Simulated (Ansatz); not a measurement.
**A series of single points on Sn**

System: Sn (2 atoms in the cell).
Method: DFT PBE, scalar-relativistic, plane waves, PAW, no spin polarisation (Ansatz 0.2.0).

The 8 runs differ only in the geometry, by a strain of the cell at fixed fractional positions. Against run 4, the strain is εxx = −0.99 η and εyy = η. The structure derives from an entry of the Crystallography Open Database.

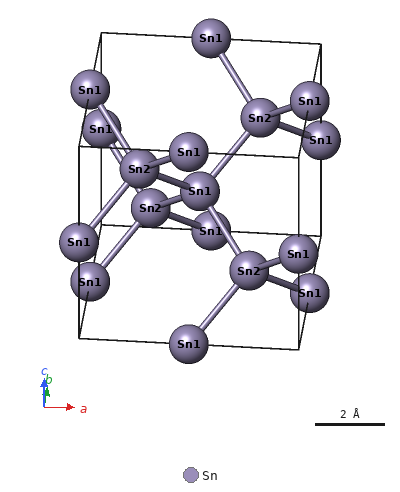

Figure 1. The structure of run 4 (ball-and-stick view of the cell 4 times as large as that of the calculation, set on its symmetry axes, seen at an oblique angle; atoms are numbered from 1 in the order of the input). An atom can appear more than once, as a periodic image.

## Input of run 4
```yaml
crystal:
  lattice:
    - [0.0, 3.221258, 3.2456]
    - [3.269942, 0.0, 3.2456]
    - [3.269942, 3.221258, 0.0]
  atoms:
    - { symbol: Sn, position: [0.5, 0.5, 0.5] }
    - { symbol: Sn, position: [0.75, 0.75, 0.75] }
basis:
  ecutwfc: 420
kpoints:
  mp_grid: { grid: [12, 12, 12] }
hamiltonian:
  xc: pbe
scf:
  occupations: { method: gaussian, width: 0.15 }
output:
  forces: true
  stress: true
  eigenvalues: true
```

Command:
```bash
ansatz run input.yaml --threads 1 --pin off --max-ram 2560MiB --backend cpu --events-out ev --progress --plain --runs-dir out
```

Lattice vectors (Å) and fractional positions of run 4:
```
   0.000000    3.221258    3.245600
   3.269942    0.000000    3.245600
   3.269942    3.221258    0.000000
Sn  0.500000  0.500000  0.500000
Sn  0.750000  0.750000  0.750000
```

Run 5 differs from it as follows:
```diff
-    - [0.0, 3.221258, 3.2456]
-    - [3.269942, 0.0, 3.2456]
-    - [3.269942, 3.221258, 0.0]
+    - [0.0, 3.229372, 3.2456]
+    - [3.261828, 0.0, 3.2456]
+    - [3.261828, 3.229372, 0.0]
```

## Results, with one run withheld

| run | strain parameter η (%) | free energy per atom, from the lowest run given (meV) | pressure (GPa) |
| --- | --- | --- | --- |
| 1 | −1.0076 | 2.05 | 3.22 |
| 2 | −0.7557 | 1.49 | 3.22 |
| 3 | −0.5038 | 1.02 | 3.22 |
| 4 | 0.0000 | 0.34 | 3.22 |
| 5 | 0.2519 | ? | ? |
| 6 | 0.5038 | 0.00 | 3.21 |
| 7 | 1.7632 | 0.64 | 3.22 |
| 8 | 2.7708 | 2.69 | 3.22 |

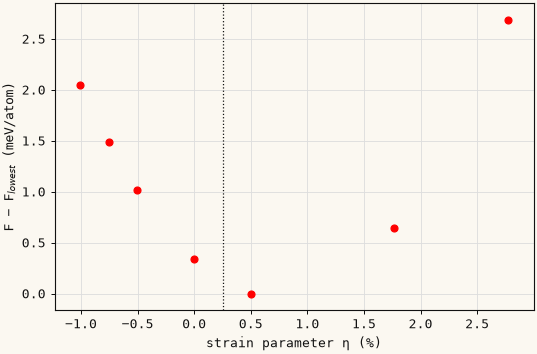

Figure 2. Free energy per atom of the runs given; the dotted line marks run 5.

Estimate the energy of run 5 from the others.

A cubic polynomial in the coordinate, fitted to the 7 runs given, misses them by under 0.01 meV per atom. With x = η − 0.3958, it reads F = 0.04254 − 0.48234 x + 0.67367 x² − 0.00053977 x³ (meV per atom). At run 5 it gives 0.13 meV per atom, and the run itself gives 0.13. The fit has its minimum at η = 0.7539 %.

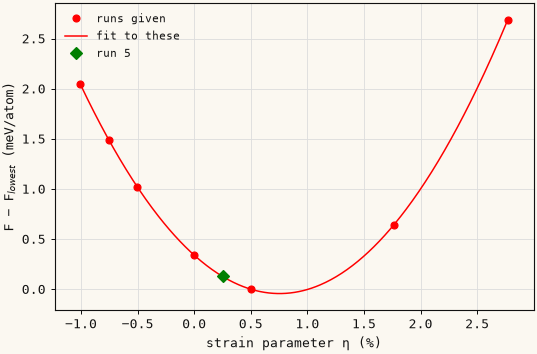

Figure 3. The fit and the withheld run.

## Output, shortened to warnings, some set-up lines, iterations and results (run 5)
```
Basis set: ecut = 420 eV, 1363 PW (Γ), exchange–correlation on 64×64×64 points (8 copies of the dense FFT grid, shifted against one another)
Symmetry: 8 space group operations
k-points: 280 of 1728
Initial density: superposition of atomic densities (neutral atoms: chi_scale 0, normalization atom), corrected by the library's trained network
[...]
SCF iter   1: F=—  HF=-12048.376817 eV  |F-HF|=—  |Δ(HF+E_count)|=         —  Δρ=7.29e-4  dr2=4.87e-4  ethr=1.77e-3  ⟨swp⟩=5.5  Hψ=25618  notcnv=0
SCF iter   2: F=—  HF=-12048.375810 eV  |F-HF|=—  |Δ(HF+E_count)|=   1.01e-3  Δρ=5.48e-4  dr2=4.27e-4  ethr=1.74e-6  ⟨swp⟩=2.0  Hψ=11203  notcnv=0
SCF iter   3: F=—  HF=-12048.375898 eV  |F-HF|=—  |Δ(HF+E_count)|=   8.73e-5  Δρ=3.37e-4  dr2=2.10e-4  ethr=1.53e-6  ⟨swp⟩=2.5  Hψ=8945  notcnv=0
SCF iter   4: F=—  HF=-12048.376017 eV  |F-HF|=—  |Δ(HF+E_count)|=   1.19e-4  Δρ=2.10e-4  dr2=4.74e-5  ethr=7.50e-7  ⟨swp⟩=3.0  Hψ=8972  notcnv=0
SCF iter   5: F=—  HF=-12048.376058 eV  |F-HF|=—  |Δ(HF+E_count)|=   4.13e-5  Δρ=1.42e-4  dr2=9.43e-6  ethr=1.69e-7  ⟨swp⟩=2.0  Hψ=6165  notcnv=0
SCF iter   6: F=—  HF=-12048.376054 eV  |F-HF|=—  |Δ(HF+E_count)|=   3.34e-6  Δρ=3.84e-5  dr2=8.03e-7  ethr=3.37e-8  ⟨swp⟩=2.0  Hψ=8710  notcnv=0
SCF iter   7: F=-12048.376054 eV  HF=-12048.376054 eV  |F-HF|=2.85e-9  |Δ(HF+E_count)|=   3.08e-7  Δρ=4.49e-6  dr2=1.25e-8  ethr=3.57e-10  ⟨swp⟩=4.2  Hψ=22273  notcnv=0
SCF 1 converged in 7 iterations: F = -12048.376054 eV  dr2 = 1.25e-8
SCF converged after 7 iterations
Free energy (F): -12048.376054 eV
Harris-Foulkes:  -12048.376054 eV  (|F-HF|=2.85e-9)
Internal energy: -12048.374185 eV  (E = F + TS)
E sigma→0 (E₀):  -12048.375120 eV
Entropy (-TS):   -0.001869 eV (-0.934 meV/atom)
Fermi energy:    7.847647 eV
--- Per-component energies (eV) ---
  E_band       = -248.207988
  E_kinetic    = 374.978397
  E_local      = -2302.175679  (includes V_loc(G=0)·N_el)
  E_nonlocal   = -63.879637
  E_hartree    = 1325.051384
  E_xc         = -764.203229
  E_vxc        = -191.216999  (∫ρ·V_xc dr)
  E_paw        = -8275.955153  (= ΣΔE_a)
  E_vpaw       = -716.010160  (= ΣTr[D̂ρ^β])
  E_aug_tail   = -0.000001  (compensation charges beyond the density's cutoff)
  E_ewald      = -2342.190268
  E_smearing   = -0.001869  (= −TS)
  E_closure    = 0.000000  (closes the sum)
  Σ components = -12048.376054   (vs F -12048.376054, Δ=0.00e0)
--- Forces (eV/Å), atoms counted from 1 ---
  atom   1  Sn     0.00000000     0.00000000     0.00000000
  atom   2  Sn     0.00000000     0.00000000     0.00000000
  max |Σ_I F_I| component: 0.00e0 eV/Å
--- Stress (GPa, compression-positive) ---
        3.069311       0.000000       0.000000
        0.000000       3.357302       0.000000
        0.000000       0.000000       3.216711
  P = ⅓ Tr σ = 3.2144 GPa (32.144 kbar)
```
